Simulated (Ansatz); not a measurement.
Si13O24 (cell with a defect)

```cif
data_structure
_symmetry_space_group_name_H-M 'P 1'
_symmetry_Int_Tables_number 1
_cell_length_a 7.3607
_cell_length_b 7.3607
_cell_length_c 9.9256
_cell_angle_alpha 70.299
_cell_angle_beta 70.299
_cell_angle_gamma 71.451
_cell_volume 463.79
loop_
_atom_site_label
_atom_site_type_symbol
_atom_site_fract_x
_atom_site_fract_y
_atom_site_fract_z
_atom_site_occupancy
Si1 Si 0.09146 0.58784 0.95595 1
Si2 Si 0.39980 0.93145 0.03123 1
Si3 Si 0.99336 0.99699 0.26346 1
O1 O 0.31768 0.47330 0.97070 1
O2 O 0.17751 0.01613 0.11910 1
O3 O 0.93555 0.52011 0.11151 1
O4 O 0.56958 0.30434 0.14370 1
O5 O 0.91817 0.19956 0.31214 1
O6 O 0.55982 0.99016 0.07882 1
Si4 Si 0.09830 0.58543 0.44365 1
Si5 Si 0.41765 0.91202 0.53731 1
Si6 Si 0.98971 0.01696 0.76191 1
O7 O 0.30662 0.46245 0.48607 1
O8 O 0.20397 0.00037 0.63063 1
O9 O 0.93238 0.49809 0.60677 1
O10 O 0.60517 0.29056 0.62063 1
O11 O 0.95278 0.18921 0.85110 1
O12 O 0.58698 0.96191 0.58310 1
Si7 Si 0.59544 0.06461 0.20193 1
Si8 Si 0.90049 0.43731 0.29622 1
Si9 Si 0.50423 0.49836 0.50040 1
O13 O 0.81471 0.95138 0.22775 1
O14 O 0.65592 0.54657 0.33934 1
O15 O 0.43392 0.01008 0.36130 1
O16 O 0.06064 0.82350 0.40740 1
O17 O 0.45492 0.67102 0.58126 1
O18 O 0.07926 0.53701 0.30195 1
Si10 Si 0.59895 0.04371 0.71099 1
Si11 Si 0.91017 0.42799 0.79665 1
Si12 Si 0.50033 0.49598 0.01473 1
O19 O 0.79907 0.92845 0.76484 1
O20 O 0.68005 0.52348 0.86297 1
O21 O 0.41214 0.03654 0.85452 1
O22 O 0.06724 0.82430 0.89641 1
O23 O 0.44327 0.69254 0.07272 1
O24 O 0.06632 0.51037 0.82593 1
Si13 Si 0.88695 0.28326 0.55757 1
```

PAW files of the earlier set (soft_1).

These are results of Ansatz 0.2.0, DFT PBE-D3(BJ), scalar-relativistic, plane waves, PAW, not measurements.

In a PAW calculation such maps are meaningful between the atoms, not at the nuclei.

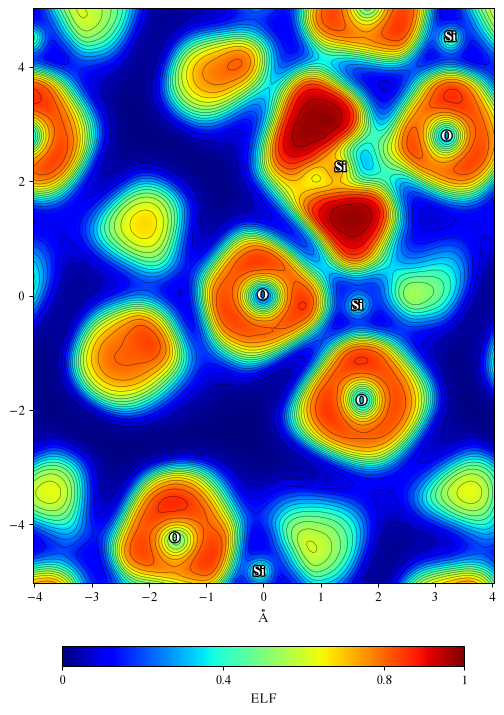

Figure 1. ELF on the (100) plane of the calculation cell.

Q: Read the bonding off the picture.

A: The section cuts through O and Si sites.
Atoms just off the plane (Si, 0.5 Å away and O, 0.7 Å away) can leave unmarked features too.
Si–O (1.61 Å): the ELF peaks at about 0.85 between the atoms (a polar covalent bond).
Si–Si (2.44 Å): the ELF peaks at about 1 between the atoms.

Si–O (1.68 Å): the ELF peaks at about 0.85 between the atoms.
Si–O (1.74 Å): the ELF peaks at about 0.85 between the atoms; a polar covalent bond.
The ELF also peaks beside O, away from the bonds: lone-pair regions.

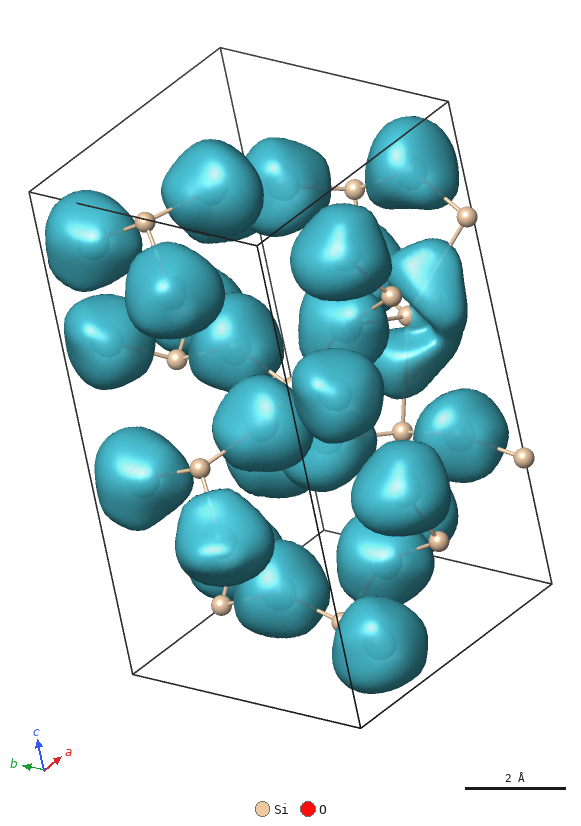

Figure 2. Isosurface of the electron localisation function at 0.65 (cyan), seen at an oblique angle. Only the valence region is drawn (cores and ρ < 0.01 e/Å³ removed). Sticks mark near contacts.

Q: What do the ELF domains correspond to?

A: At this value the surface marks out 24 regions on O in which the atom's valence shell and bonds are merged and one region on Si in which the atom's valence shell and bonds are merged, counted in one cell of 37 atoms. Any copies at cell faces, edges or corners count once. Along the contacts the grid gives the following. Si–O (1.59 Å): the ELF peaks at about 0.85 between the atoms; a short, strongly polar bond.

Q: Does the calculation give a band gap?

A: It is gapped, with a Kohn–Sham gap of 2.5 eV on the k-point mesh (the band edges may lie off the mesh, which would make the gap smaller).
